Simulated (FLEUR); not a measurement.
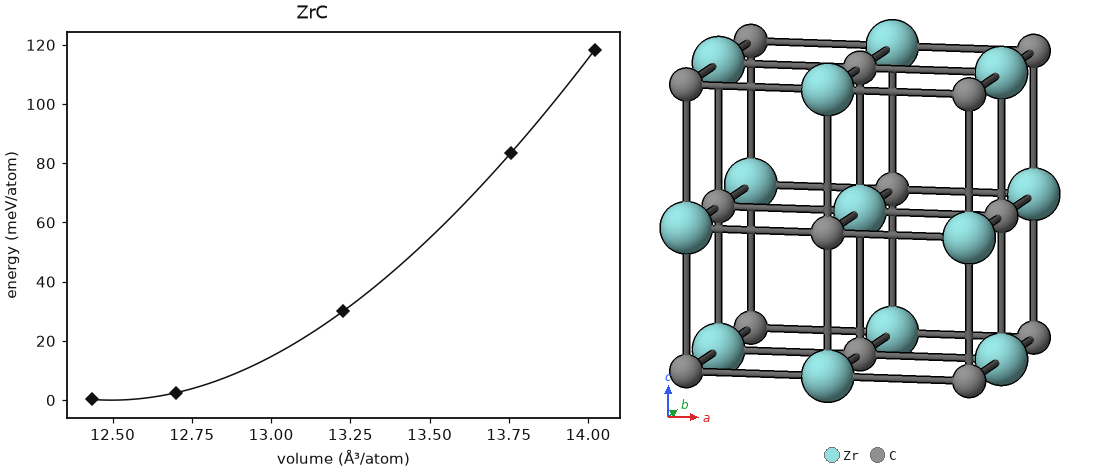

The figure shows the energy against volume for ZrC, space group Fm-3m (No. 225). The conventional cell is drawn beside the plot.

Cell as given: a = 3.345 Å, b = 3.345 Å, c = 3.345 Å, α = 60.00°, β = 60.00°, γ = 60.00°; 2 atoms.

Calculation (FLEUR MaX-R8.1 (later development tree)): all-electron LAPW DFT, no spin polarisation; energies at scaled volumes of the given cell, shape and fractions fixed, counted from the fit's minimum, third-order Birch-Murnaghan fit. Level: LDA.

- k mesh: 10×10×10
- occupations: Fermi–Dirac
- smearing width: 0.05 eV
- potentials: all electron
- program settings: basis FLAPW, kmax 4.56 1/bohr

Q: Give the fitted equation-of-state parameters.

A: A third-order Birch–Murnaghan fit gives V0 = 12.50 Å³/atom, B0 = 248 GPa and B′ = 4.1.

The computed values:

```json
{"volume (Å³/atom)": "12.43", "energy (meV/atom)": "0"}
{"volume (Å³/atom)": "12.70", "energy (meV/atom)": "2"}
{"volume (Å³/atom)": "13.23", "energy (meV/atom)": "30"}
{"volume (Å³/atom)": "13.76", "energy (meV/atom)": "84"}
{"volume (Å³/atom)": "14.02", "energy (meV/atom)": "118"}
```
